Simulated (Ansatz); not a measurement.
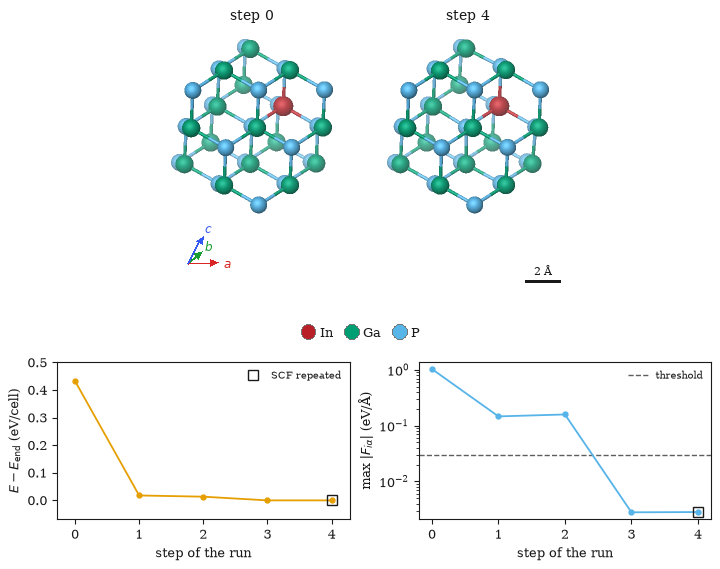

First and last geometry of a relaxation of a defect cell of composition InGa₂₆P₂₇, with the history of the run. A ball-and-stick model of the atoms within 5.8 Å of the atom that moves most (axes of the cell of the calculation), seen from a free direction.

Computed with Ansatz, DFT PBE, scalar-relativistic, plane waves, PAW. (plane-wave cutoff 420 eV; k-point mesh 2 × 2 × 2; occupations gaussian; smearing width 0.02 eV; no spin polarisation; atoms relaxed in a fixed cell; force threshold 0.03 eV/Å; at most 40 steps)

> What do the curves and the structures tell?

It converged. The energy falls by 0.433 eV per cell of the calculation in 3 accepted moves (4 points after the start). Largest force component: 1 eV/Å at the start, 0.0028 eV/Å at the end. 1 step only repeated the SCF at the same geometry. The largest moves, 0.13 Å, are those of P atoms. By element the largest moves are P 0.13 Å, Ga 0.02 Å. In stays in place. The lattice vectors keep their values. Some distances before and after: In–P 2.384 → 2.511 Å, Ga–P 2.384 → 2.363 Å. Among the angles between lasting bonds that change: P–Ga–P 109.5° → 106.5°, In–P–Ga 109.5° → 106.9°, Ga–P–Ga 109.5° → 111.9°.

```tsv
step	E − E(0), meV/atom	largest force component, eV/Å	note
0	0.00	1.0359	
1	-7.69	0.1467	
2	-7.77	0.1588	
3	-8.02	0.0028	
4	-8.02	0.0028	same geometry, SCF repeated
```
